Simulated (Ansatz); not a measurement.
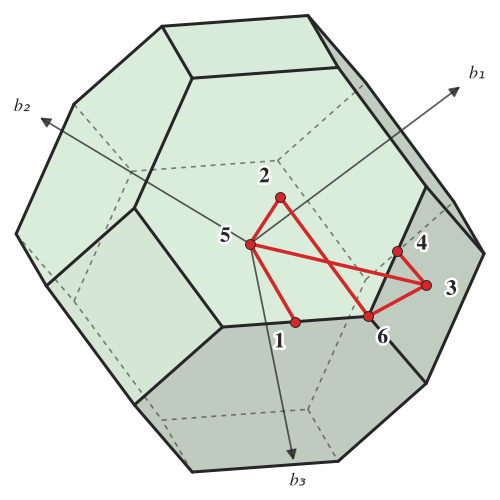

The first Brillouin zone of a face-centred cubic lattice (cF; extended symbol cF2) is drawn with its special points numbered. Crystal: PbSe, the input geometry of an electronic-structure calculation (not necessarily at equilibrium); the starting structure was generated, so it need not be a known form of this composition. All values are computed from the atomic coordinates in the standard setting (tolerance 0.002 Å).

a = 6.846 Å, b = 6.846 Å, c = 6.846 Å, α = 90.00°, β = 90.00°, γ = 90.00°.

Labels and path follow the convention of Hinuma et al. (2017), as computed by seekpath; the arrows show the directions of the reciprocal primitive vectors b₁, b₂, b₃, in which coordinates are given.

Question: Give the label and coordinates of each numbered point.

Answer:
```tsv
no.	label	coordinates
1	K	(3/8, 3/8, 3/4)
2	L	(1/2, 1/2, 1/2)
3	X	(1/2, 0, 1/2)
4	U	(5/8, 1/4, 5/8)
5	Γ	(0, 0, 0)
6	W	(1/2, 1/4, 3/4)
```
